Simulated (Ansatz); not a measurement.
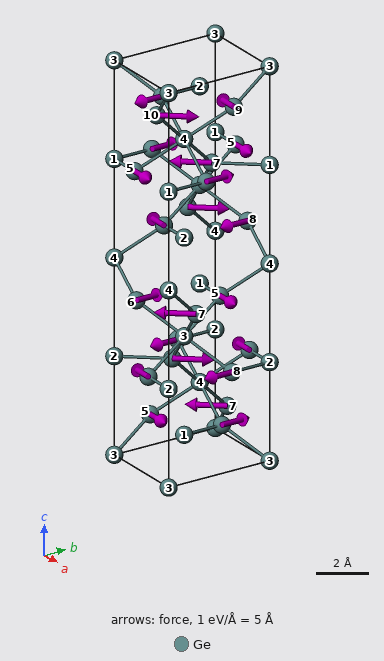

Starting geometry of solid Ge (a generated structure, set up in R-3c) (coarse preliminary run) with the computed forces as purple arrows. The picture is a ball-and-stick view of the conventional cell (3 times the calculation's cell), seen slightly off an axis. Lengths and directions refer to the drawn axes.

Method: DFT PBE, scalar-relativistic, plane waves, PAW (Ansatz).

Input
```yaml
crystal:
  lattice:
    - [3.04499273, 1.75802737, 5.20833975]
    - [-3.04499273, 1.75802737, 5.20833975]
    - [0.0, -3.51605475, 5.20833975]
  atoms:
    - { symbol: Ge, position: [0.75, 0.75, 0.75] }
    - { symbol: Ge, position: [0.25, 0.25, 0.25] }
    - { symbol: Ge, position: [0.0, 0.0, 0.0] }
    - { symbol: Ge, position: [0.5, 0.5, 0.5] }
    - { symbol: Ge, position: [0.12281586, 0.37718414, 0.75] }
    - { symbol: Ge, position: [0.75, 0.12281586, 0.37718414] }
    - { symbol: Ge, position: [0.37718414, 0.75, 0.12281586] }
    - { symbol: Ge, position: [0.25, 0.87718414, 0.62281586] }
    - { symbol: Ge, position: [0.87718414, 0.62281586, 0.25] }
    - { symbol: Ge, position: [0.62281586, 0.25, 0.87718414] }
basis:
  ecutwfc: 420
kpoints:
  mp_grid: { grid: [3, 3, 3] }
hamiltonian:
  xc: pbe
scf:
  occupations: { method: gaussian, width: 0.1 }
  lower_state_search: "off"
output:
  forces: true
  stress: true
  eigenvalues: true
relax:
  adjacent_minimum: "off"
  f_tol: 0.04
  max_steps: 70
  cell: { stress_tol: 0.4 }
```

Command:
```bash
ansatz run input.yaml --threads 1 --pin off --max-ram 2560MiB --backend cpu --events-out ev --progress --plain --runs-dir out
```

**What follows when this structure is relaxed?**

It isn't relaxed: the largest force vector, on Ge atoms, is 0.34 eV/Å. Measured relative to the changing cell, the final displacements run against the starting forces (cosine between the two patterns −1.00). The energy falls by 5.871 eV per cell of the calculation in 10 accepted moves (13 points after the start). The largest force component goes from 0.34 to 0.0046 eV/Å. The pressure goes from 33.74 to 0.13 GPa. The line search rejected the trial step at point 10 of the run. The SCF was repeated twice at an unchanged geometry on a basis and grid sized afresh for the cell, which shifted the energy by 0.181 eV per cell of the calculation at most. The largest moves relative to the cell, 0.20 Å, are those of Ge5, Ge6, Ge7, Ge8, Ge9 and Ge10. Ge10 goes along [−1 −1 0]. The volume changes by +25.4 %, with a = b 6.090 → 7.568 Å (+24.3 %), c 15.625 → 12.683 Å (−18.8 %). Among the contacts that change: Ge3–Ge10 2.321 → 2.691 Å, Ge1–Ge5 2.270 → 2.621 Å. Bond angles that change, for instance: Ge5–Ge3–Ge6 91.6° → 105.6°, Ge5–Ge3–Ge8 88.4° → 74.4°, Ge3–Ge9–Ge4 141.0° → 128.8°. The space group stays R-3c (No. 167). Cost: 3.5 min on 1 thread of Intel(R) Xeon(R) Processor @ 2.50GHz (Skylake/Cascade Lake), on a shared host, peak memory 0.51 GiB.
